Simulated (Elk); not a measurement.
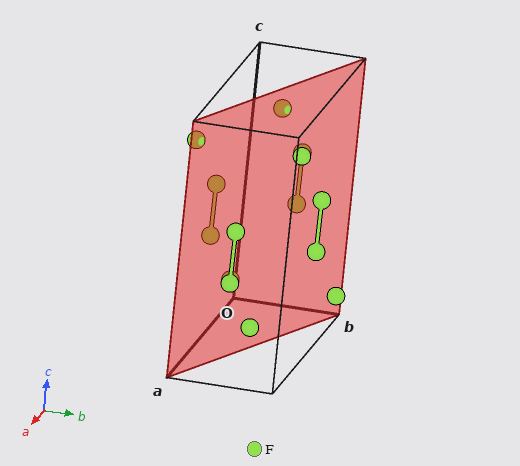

Every member of one family of equally spaced planes, hx + ky + lz = a whole number, that cuts the unit cell is shaded (one member passes through the origin O, touching the cell only at an edge or corner). Crystal: F, the input geometry of an electronic-structure calculation (not necessarily at equilibrium). Symmetry computed with spglib at a tolerance of 0.002 Å; standard conventional cell.

a = 5.301 Å, b = 3.035 Å, c = 7.047 Å, α = 90.00°, β = 107.37°, γ = 90.00°.

### What are the Miller indices?

(1 1 0); the opposite sign names the same planes. The member next to the origin meets the axes a at 1, b at 1, c never.

### What is the spacing?

d = 2.602 Å.

### Which atoms of the cell lie in these planes (within 0.03 Å)?

No atom.

### The space group is C2/m, No. 12. How many reflections hkl are equivalent to this one (itself included), and does it occur?

4 reflections are equivalent in the Laue class 2/m. The space group allows the reflection.
